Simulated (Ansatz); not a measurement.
Ti9Al8: geometry relaxation (part 1 of 3)

The run: geometry relaxation of Ti9Al8 (defect cell, 17 atoms in the cell). Method and program: DFT PBE, scalar-relativistic, plane waves, PAW, no spin polarisation (Ansatz 0.2.0).

The structure derives from a Materials Project entry. It belongs to a series of runs on one base structure; here: Ti interstitial, charge +0, atoms relaxed.

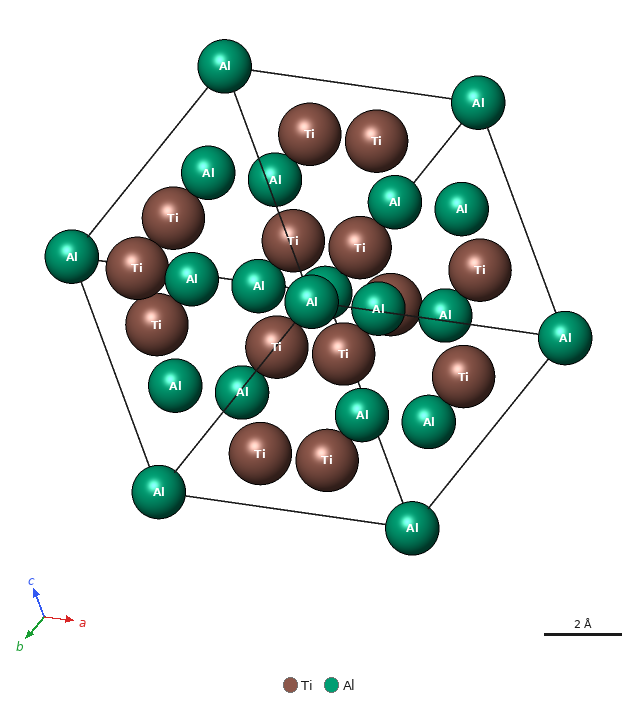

*The structure as given in the input (spheres-only view of the cell of the calculation, seen at an oblique angle).*

Input file
```yaml
crystal:
  lattice:
    - [5.6432814777, 0.0, 4.0782742132]
    - [0.0, -5.6432814777, -4.0782742132]
    - [0.0, 5.6432814777, -4.0782742132]
  atoms:
    - { symbol: Ti, position: [0.25, 0.5, 0.25] }
    - { symbol: Ti, position: [0.25, 0.25, 0.5] }
    - { symbol: Ti, position: [0.25, 0.75, 0.0] }
    - { symbol: Ti, position: [0.25, 0.0, 0.75] }
    - { symbol: Ti, position: [0.75, 0.25, 0.0] }
    - { symbol: Ti, position: [0.75, 0.5, 0.75] }
    - { symbol: Ti, position: [0.75, 0.0, 0.25] }
    - { symbol: Ti, position: [0.75, 0.75, 0.5] }
    - { symbol: Al, position: [0.5, 0.75, 0.75] }
    - { symbol: Al, position: [0.5, 0.5, 0.0] }
    - { symbol: Al, position: [0.5, 0.0, 0.5] }
    - { symbol: Al, position: [0.5, 0.25, 0.25] }
    - { symbol: Al, position: [0.0, 0.5, 0.5] }
    - { symbol: Al, position: [0.0, 0.75, 0.25] }
    - { symbol: Al, position: [0.0, 0.25, 0.75] }
    - { symbol: Al, position: [0.0, 0.0, 0.0] }
    - { symbol: Ti, position: [0.0103874293, 0.7370106184, 0.7395334477] }
basis:
  ecutwfc: 420
  xc_grid: 2
kpoints:
  mp_grid: { grid: [4, 4, 4], shift: [0.5, 0.5, 0.5] }
hamiltonian:
  xc: pbe
scf:
  occupations: { method: gaussian, width: 0.1 }
output:
  forces: true
  stress: false
  eigenvalues: true
  write_density: true
  write_potential: true
  elf: true
  volumetric_format: npy
relax:
  adjacent_minimum: "off"
  f_tol: 0.02
  max_steps: 60
```

Machine: 4 threads of Oxide Virtual Turin-like (Zen 5), 32 GiB of memory available, shared host.

Launched with:
```bash
ansatz run input.yaml --threads 4 --pin off --max-ram 10240MiB --backend cpu --events-out ev --progress --plain --runs-dir out
```

Log
```
Engine: ansatz 0.2.0, x86_64-unknown-linux-gnu
Pseudopotentials: kind: paw
Pseudopotential: Ti, paw, valence charge 12, recommended cutoff 420 eV (normal), Ti.paw.azcp
Pseudopotential: Al, paw, valence charge 3, recommended cutoff 420 eV (normal), Al.paw.azcp
Functional definition: PBE
  parameter kappa = 0.804
  parameter beta = 0.06672455060314922
  exchange = pbe_x(kappa = kappa, mu = beta*pi^2/3)
  correlation = pbe_c(beta = beta)
Crystal: 17 atoms, lattice volume = 259.759 Å³
Basis set: ecut = 420 eV, 5097 PW (Γ), exchange–correlation on 96×96×96 points (8 copies of the dense FFT grid, shifted against one another)
Bands: 83, of which v1, the nominal top of the filled ones, is band 66 counted from 1 (65 counted from 0)
Symmetry: 1 space group operations
Space group: P1 (ITA 1), of the structure as read, at distance tolerance 6.4e-5 Å
k-points: 32 of 64 (time reversal used)
Non-local potential: Ti, projectors of the file, l = 0: 3, l = 1: 2, l = 2: 3, l = 3: 1
Non-local potential: Al, projectors of the file, l = 0: 2, l = 1: 2, l = 2: 1
PAW form: soft (Blöchl's): semilocal exchange-correlation on the pseudo side does not see the compensation charge
PAW one-centre angular grid: Ti, 590 points (default); XC on 64 Gauss nodes
PAW one-centre angular grid: Al, 110 points (default); XC on 64 Gauss nodes
Initial density: superposition of atomic densities (neutral atoms: chi_scale 0, normalization atom), corrected by the library's trained network
Initial wavefunctions: pseudopotential atomic-orbital guess
Functional: x = pbe(κ = 0.804, μ = 0.2195149727645171), c = pbe(β = 0.06672455060314922)
SCF iter   1: F=—  HF=-26793.061840 eV  |F-HF|=—  |Δ(HF+E_count)|=         —  Δρ=2.29e-2  dr2=4.21e0  ethr=1.77e-3  ⟨swp⟩=6.3  Hψ=11454  notcnv=0
preconditioner: auto → Kerker (q_TF=auto, 2.437 Å⁻¹)  [metal: Δε(μ)=0.013 eV  Ē_g=4.069 eV  σ=0.100 eV  W_gap=0.08  n_scr=54 (ndim 8)  ℏωp=17.8 eV  f_vac=0.000  D(μ)=13.65/eV (n_scr^D=136)]
SCF iter   2: F=—  HF=-26792.874953 eV  |F-HF|=—  |Δ(HF+E_count)|=   1.87e-1  Δρ=1.07e-2  dr2=9.83e-1  ethr=1.77e-3  ⟨swp⟩=1.1  Hψ=3074  notcnv=0  defer=5
SCF iter   3: F=—  HF=-26792.819327 eV  |F-HF|=—  |Δ(HF+E_count)|=   5.56e-2  Δρ=1.73e-3  dr2=7.06e-3  ethr=7.44e-4  ⟨swp⟩=2.0  Hψ=2791  notcnv=0  defer=137
SCF iter   4: F=—  HF=-26792.818912 eV  |F-HF|=—  |Δ(HF+E_count)|=   4.15e-4  Δρ=5.10e-4  dr2=1.05e-3  ethr=5.35e-6  ⟨swp⟩=2.1  Hψ=3391  notcnv=0  defer=250
SCF iter   5: F=—  HF=-26792.818733 eV  |F-HF|=—  |Δ(HF+E_count)|=   1.79e-4  Δρ=1.37e-4  dr2=8.59e-5  ethr=7.95e-7  ⟨swp⟩=3.0  Hψ=5068  notcnv=0  defer=250
SCF iter   6: F=-26792.818719 eV  HF=-26792.818722 eV  |F-HF|=2.25e-6  |Δ(HF+E_count)|=   1.11e-5  Δρ=3.70e-5  dr2=3.82e-6  ethr=7.58e-9  ⟨swp⟩=17.6  Hψ=24168  notcnv=0
SCF 1 converged in 6 iterations: F = -26792.818719 eV  dr2 = 3.82e-6
  greatest PAW one-centre occupation: 1.000 electrons in one spin orbital (limit 2), on the Ti atom at site 16 (counted from 0), in its partial waves of l = 1
relax step   1: F+E_penalty+E_count = -26792.81871932 eV  Δ(F+E_penalty+E_count) = +0.000e0 eV  max|allowed force component| = 1.088e1 eV/Å  Δτ_max = 0.0000 Å  (6 SCF iters, dr2 threshold 1.00e-5 eV, accepted)
Initial density: handed on by an earlier stage of this run
Initial wavefunctions: those handed on with the density
SCF iter   1: F=—  HF=-26797.286853 eV  |F-HF|=—  |Δ(HF+E_count)|=         —  Δρ=5.10e-2  dr2=2.28e1  ethr=3.10e-3  ⟨swp⟩=4.0  Hψ=7311  notcnv=0  defer=28
preconditioner: auto → Kerker (q_TF=auto, 2.437 Å⁻¹)  [metal: Δε(μ)=0.013 eV  Ē_g=4.021 eV  σ=0.100 eV  W_gap=0.07  n_scr=54 (ndim 8)  ℏωp=17.8 eV  f_vac=0.000  D(μ)=13.66/eV (n_scr^D=136)]
SCF iter   2: F=—  HF=-26796.165591 eV  |F-HF|=—  |Δ(HF+E_count)|=    1.12e0  Δρ=2.48e-2  dr2=5.91e0  ethr=3.10e-3  ⟨swp⟩=2.0  Hψ=3984  notcnv=0  defer=204
SCF iter   3: F=—  HF=-26795.812175 eV  |F-HF|=—  |Δ(HF+E_count)|=   3.53e-1  Δρ=4.46e-3  dr2=3.79e-2  ethr=3.10e-3  ⟨swp⟩=2.1  Hψ=3411  notcnv=0  defer=204
SCF iter   4: F=—  HF=-26795.809217 eV  |F-HF|=—  |Δ(HF+E_count)|=   2.96e-3  Δρ=1.22e-3  dr2=3.25e-3  ethr=2.87e-5  ⟨swp⟩=2.1  Hψ=4211  notcnv=0  defer=210
SCF iter   5: F=—  HF=-26795.808835 eV  |F-HF|=—  |Δ(HF+E_count)|=   3.82e-4  Δρ=3.19e-4  dr2=2.95e-4  ethr=2.47e-6  ⟨swp⟩=2.2  Hψ=3196  notcnv=0  defer=210
SCF iter   6: F=-26795.808785 eV  HF=-26795.808793 eV  |F-HF|=7.71e-6  |Δ(HF+E_count)|=   4.27e-5  Δρ=6.53e-5  dr2=1.20e-5  ethr=7.58e-8  ⟨swp⟩=16.1  Hψ=22287  notcnv=0
SCF 2 converged in 6 iterations: F = -26795.808785 eV  dr2 = 1.20e-5
  greatest PAW one-centre occupation: 0.999 electrons in one spin orbital (limit 2), on the Ti atom at site 4 (counted from 0), in its partial waves of l = 0
relax step   2: F+E_penalty+E_count = -26795.80878487 eV  Δ(F+E_penalty+E_count) = -2.990e0 eV  max|allowed force component| = 4.514e0 eV/Å  Δτ_max = 0.1945 Å  (6 SCF iters, dr2 threshold 1.00e-4 eV, accepted)
SCF iter   1: F=—  HF=-26798.698119 eV  |F-HF|=—  |Δ(HF+E_count)|=         —  Δρ=5.27e-2  dr2=2.35e1  ethr=3.10e-3  ⟨swp⟩=4.6  Hψ=7622  notcnv=0  defer=31
preconditioner: auto → Kerker (q_TF=auto, 2.437 Å⁻¹)  [metal: Δε(μ)=0.003 eV  Ē_g=3.989 eV  σ=0.100 eV  W_gap=0.02  n_scr=54 (ndim 8)  ℏωp=17.8 eV  f_vac=0.000  D(μ)=15.83/eV (n_scr^D=156)]
SCF iter   2: F=—  HF=-26797.284305 eV  |F-HF|=—  |Δ(HF+E_count)|=    1.41e0  Δρ=1.91e-2  dr2=3.59e0  ethr=3.10e-3  ⟨swp⟩=2.4  Hψ=4031  notcnv=0  defer=204
SCF iter   3: F=—  HF=-26797.072528 eV  |F-HF|=—  |Δ(HF+E_count)|=   2.12e-1  Δρ=6.58e-3  dr2=1.22e-1  ethr=2.72e-3  ⟨swp⟩=2.0  Hψ=3233  notcnv=0  defer=204
SCF iter   4: F=—  HF=-26797.062043 eV  |F-HF|=—  |Δ(HF+E_count)|=   1.05e-2  Δρ=2.63e-3  dr2=3.86e-2  ethr=9.28e-5  ⟨swp⟩=2.0  Hψ=3872  notcnv=0  defer=204
SCF iter   5: F=—  HF=-26797.058441 eV  |F-HF|=—  |Δ(HF+E_count)|=   3.60e-3  Δρ=7.45e-4  dr2=3.87e-3  ethr=2.92e-5  ⟨swp⟩=2.0  Hψ=2878  notcnv=0  defer=204
SCF iter   6: F=—  HF=-26797.058044 eV  |F-HF|=—  |Δ(HF+E_count)|=   3.98e-4  Δρ=1.11e-4  dr2=5.84e-5  ethr=2.93e-6  ⟨swp⟩=2.0  Hψ=3080  notcnv=0  defer=204
SCF iter   7: F=-26797.058033 eV  HF=-26797.058037 eV  |F-HF|=3.54e-6  |Δ(HF+E_count)|=   6.88e-6  Δρ=3.42e-5  dr2=4.12e-6  ethr=4.42e-8  ⟨swp⟩=17.8  Hψ=24769  notcnv=0
SCF 3 converged in 7 iterations: F = -26797.058033 eV  dr2 = 4.12e-6
relax step   3: F+E_penalty+E_count = -26797.05803319 eV  Δ(F+E_penalty+E_count) = -1.249e0 eV  max|allowed force component| = 1.221e0 eV/Å  Δτ_max = 0.1956 Å  (7 SCF iters, dr2 threshold 1.00e-4 eV, accepted)
SCF iter   1: F=—  HF=-26797.923723 eV  |F-HF|=—  |Δ(HF+E_count)|=         —  Δρ=2.87e-2  dr2=6.55e0  ethr=3.10e-3  ⟨swp⟩=4.1  Hψ=7536  notcnv=0  defer=126
preconditioner: auto → Kerker (q_TF=auto, 2.437 Å⁻¹)  [metal: Δε(μ)=0.008 eV  Ē_g=3.985 eV  σ=0.100 eV  W_gap=0.05  n_scr=54 (ndim 8)  ℏωp=17.8 eV  f_vac=0.000  D(μ)=14.34/eV (n_scr^D=140)]
SCF iter   2: F=—  HF=-26797.617687 eV  |F-HF|=—  |Δ(HF+E_count)|=   3.06e-1  Δρ=1.25e-2  dr2=1.30e0  ethr=3.10e-3  ⟨swp⟩=2.0  Hψ=3255  notcnv=0  defer=180
SCF iter   3: F=—  HF=-26797.538840 eV  |F-HF|=—  |Δ(HF+E_count)|=   7.88e-2  Δρ=2.22e-3  dr2=1.19e-2  ethr=9.85e-4  ⟨swp⟩=2.0  Hψ=2902  notcnv=0  defer=209
SCF iter   4: F=—  HF=-26797.538494 eV  |F-HF|=—  |Δ(HF+E_count)|=   3.46e-4  Δρ=5.43e-4  dr2=8.94e-4  ethr=9.03e-6  ⟨swp⟩=2.0  Hψ=3399  notcnv=0  defer=209
SCF iter   5: F=—  HF=-26797.538333 eV  |F-HF|=—  |Δ(HF+E_count)|=   1.61e-4  Δρ=1.52e-4  dr2=7.85e-5  ethr=6.77e-7  ⟨swp⟩=2.1  Hψ=3400  notcnv=0  defer=209
SCF iter   6: F=-26797.538317 eV  HF=-26797.538322 eV  |F-HF|=5.39e-6  |Δ(HF+E_count)|=   1.10e-5  Δρ=4.87e-5  dr2=6.56e-6  ethr=5.95e-8  ⟨swp⟩=17.1  Hψ=24313  notcnv=0
SCF 4 converged in 6 iterations: F = -26797.538317 eV  dr2 = 6.56e-6
relax step   4: F+E_penalty+E_count = -26797.53831684 eV  Δ(F+E_penalty+E_count) = -4.803e-1 eV  max|allowed force component| = 1.585e0 eV/Å  Δτ_max = 0.2000 Å  (6 SCF iters, dr2 threshold 1.00e-4 eV, accepted)
iter 1 solved again at ethr=5.00e-4 eV; its pass at ethr=3.10e-3 eV (dr2=6.60e-1 eV) is discarded
SCF iter   1: F=—  HF=-26798.159407 eV  |F-HF|=—  |Δ(HF+E_count)|=         —  Δρ=1.27e-2  dr2=6.56e-1  ethr=5.00e-4  ⟨swp⟩=1.0  Hψ=10966  notcnv=0  defer=249
preconditioner: auto → Kerker (q_TF=auto, 2.437 Å⁻¹)  [metal: Δε(μ)=0.008 eV  Ē_g=3.993 eV  σ=0.100 eV  W_gap=0.04  n_scr=54 (ndim 8)  ℏωp=17.8 eV  f_vac=0.000  D(μ)=13.49/eV (n_scr^D=134)]
SCF iter   2: F=—  HF=-26798.105564 eV  |F-HF|=—  |Δ(HF+E_count)|=   5.38e-2  Δρ=6.28e-3  dr2=1.48e-1  ethr=4.97e-4  ⟨swp⟩=2.0  Hψ=2515  notcnv=0  defer=249
SCF iter   3: F=—  HF=-26798.087040 eV  |F-HF|=—  |Δ(HF+E_count)|=   1.85e-2  Δρ=1.16e-3  dr2=4.77e-3  ethr=1.12e-4  ⟨swp⟩=2.0  Hψ=2936  notcnv=0  defer=249
SCF iter   4: F=—  HF=-26798.085954 eV  |F-HF|=—  |Δ(HF+E_count)|=   1.09e-3  Δρ=2.29e-4  dr2=1.59e-4  ethr=3.61e-6  ⟨swp⟩=2.0  Hψ=3615  notcnv=0  defer=264
iter 5 did not close the SCF: its close was put off for the readings that it lacked (scf_convergence_deferred on its scf_iter line)
SCF iter   5: F=-26798.085913 eV  HF=-26798.085918 eV  |F-HF|=5.80e-6  |Δ(HF+E_count)|=   3.52e-5  Δρ=6.54e-5  dr2=1.04e-5  ethr=1.20e-7  ⟨swp⟩=2.8  Hψ=4745  notcnv=0  defer=264
SCF iter   6: F=-26798.085915 eV  HF=-26798.085917 eV  |F-HF|=1.14e-6  |Δ(HF+E_count)|=   1.78e-6  Δρ=2.09e-5  dr2=1.44e-6  ethr=7.91e-9  ⟨swp⟩=13.3  Hψ=20368  notcnv=0
SCF 5 converged in 6 iterations: F = -26798.085915 eV  dr2 = 1.44e-6
  greatest PAW one-centre occupation: 0.999 electrons in one spin orbital (limit 2), on the Ti atom at site 6 (counted from 0), in its partial waves of l = 0
relax step   5: F+E_penalty+E_count = -26798.08591548 eV  Δ(F+E_penalty+E_count) = -5.476e-1 eV  max|allowed force component| = 1.122e0 eV/Å  Δτ_max = 0.1904 Å  (6 SCF iters, dr2 threshold 1.00e-4 eV, accepted)
iter 1 solved again at ethr=5.38e-4 eV; its pass at ethr=3.10e-3 eV (dr2=7.10e-1 eV) is discarded
SCF iter   1: F=—  HF=-26798.409388 eV  |F-HF|=—  |Δ(HF+E_count)|=         —  Δρ=1.13e-2  dr2=7.27e-1  ethr=5.38e-4  ⟨swp⟩=1.0  Hψ=10551  notcnv=0  defer=256
preconditioner: auto → Kerker (q_TF=auto, 2.437 Å⁻¹)  [metal: Δε(μ)=0.004 eV  Ē_g=3.978 eV  σ=0.100 eV  W_gap=0.02  n_scr=54 (ndim 8)  ℏωp=17.8 eV  f_vac=0.000  D(μ)=15.30/eV (n_scr^D=140)]
SCF iter   2: F=—  HF=-26798.354144 eV  |F-HF|=—  |Δ(HF+E_count)|=   5.52e-2  Δρ=5.45e-3  dr2=1.55e-1  ethr=5.38e-4  ⟨swp⟩=1.2  Hψ=2400  notcnv=0  defer=256
SCF iter   3: F=—  HF=-26798.336539 eV  |F-HF|=—  |Δ(HF+E_count)|=   1.76e-2  Δρ=1.11e-3  dr2=4.43e-3  ethr=1.17e-4  ⟨swp⟩=2.1  Hψ=2975  notcnv=0  defer=256
SCF iter   4: F=—  HF=-26798.335673 eV  |F-HF|=—  |Δ(HF+E_count)|=   8.67e-4  Δρ=2.92e-4  dr2=2.77e-4  ethr=3.36e-6  ⟨swp⟩=2.0  Hψ=3590  notcnv=0  defer=261
iter 5 did not close the SCF: its close was put off for the readings that it lacked (scf_convergence_deferred on its scf_iter line)
SCF iter   5: F=-26798.335612 eV  HF=-26798.335620 eV  |F-HF|=7.98e-6  |Δ(HF+E_count)|=   5.29e-5  Δρ=6.89e-5  dr2=1.35e-5  ethr=2.10e-7  ⟨swp⟩=2.0  Hψ=3253  notcnv=0  defer=261
SCF iter   6: F=-26798.335617 eV  HF=-26798.335617 eV  |F-HF|=5.24e-7  |Δ(HF+E_count)|=   2.20e-6  Δρ=1.88e-5  dr2=8.38e-7  ethr=1.02e-8  ⟨swp⟩=13.9  Hψ=20010  notcnv=0
SCF 6 converged in 6 iterations: F = -26798.335617 eV  dr2 = 8.38e-7
  greatest PAW one-centre occupation: 0.999 electrons in one spin orbital (limit 2), on the Ti atom at site 7 (counted from 0), in its partial waves of l = 0
relax step   6: F+E_penalty+E_count = -26798.33561686 eV  Δ(F+E_penalty+E_count) = -2.497e-1 eV  max|allowed force component| = 3.439e-1 eV/Å  Δτ_max = 0.1958 Å  (6 SCF iters, dr2 threshold 1.00e-4 eV, accepted)
iter 1 solved again at ethr=1.08e-3 eV; its pass at ethr=3.10e-3 eV (dr2=1.43e0 eV) is discarded
SCF iter   1: F=—  HF=-26798.625703 eV  |F-HF|=—  |Δ(HF+E_count)|=         —  Δρ=1.64e-2  dr2=1.45e0  ethr=1.08e-3  ⟨swp⟩=1.0  Hψ=10442  notcnv=0  defer=220
preconditioner: auto → Kerker (q_TF=auto, 2.437 Å⁻¹)  [metal: Δε(μ)=0.003 eV  Ē_g=3.952 eV  σ=0.100 eV  W_gap=0.02  n_scr=54 (ndim 8)  ℏωp=17.8 eV  f_vac=0.000  D(μ)=14.39/eV (n_scr^D=140)]
SCF iter   2: F=—  HF=-26798.529322 eV  |F-HF|=—  |Δ(HF+E_count)|=   9.64e-2  Δρ=7.26e-3  dr2=2.65e-1  ethr=1.08e-3  ⟨swp⟩=2.0  Hψ=2680  notcnv=0  defer=220
SCF iter   3: F=—  HF=-26798.505153 eV  |F-HF|=—  |Δ(HF+E_count)|=   2.42e-2  Δρ=1.36e-3  dr2=6.95e-3  ethr=2.01e-4  ⟨swp⟩=2.0  Hψ=2688  notcnv=0  defer=223
SCF iter   4: F=—  HF=-26798.504119 eV  |F-HF|=—  |Δ(HF+E_count)|=   1.03e-3  Δρ=2.54e-4  dr2=2.71e-4  ethr=5.26e-6  ⟨swp⟩=2.0  Hψ=3557  notcnv=0  defer=236
SCF iter   5: F=—  HF=-26798.504083 eV  |F-HF|=—  |Δ(HF+E_count)|=   3.59e-5  Δρ=7.06e-5  dr2=1.57e-5  ethr=2.05e-7  ⟨swp⟩=2.0  Hψ=3227  notcnv=0  defer=236
SCF iter   6: F=-26798.504079 eV  HF=-26798.504080 eV  |F-HF|=8.41e-7  |Δ(HF+E_count)|=   2.49e-6  Δρ=2.13e-5  dr2=1.34e-6  ethr=8.41e-9  ⟨swp⟩=15.6  Hψ=23051  notcnv=0
SCF 7 converged in 6 iterations: F = -26798.504079 eV  dr2 = 1.34e-6
relax step   7: F+E_penalty+E_count = -26798.50407939 eV  Δ(F+E_penalty+E_count) = -1.685e-1 eV  max|allowed force component| = 3.573e-1 eV/Å  Δτ_max = 0.2000 Å  (6 SCF iters, dr2 threshold 1.11e-5 eV, accepted)
```
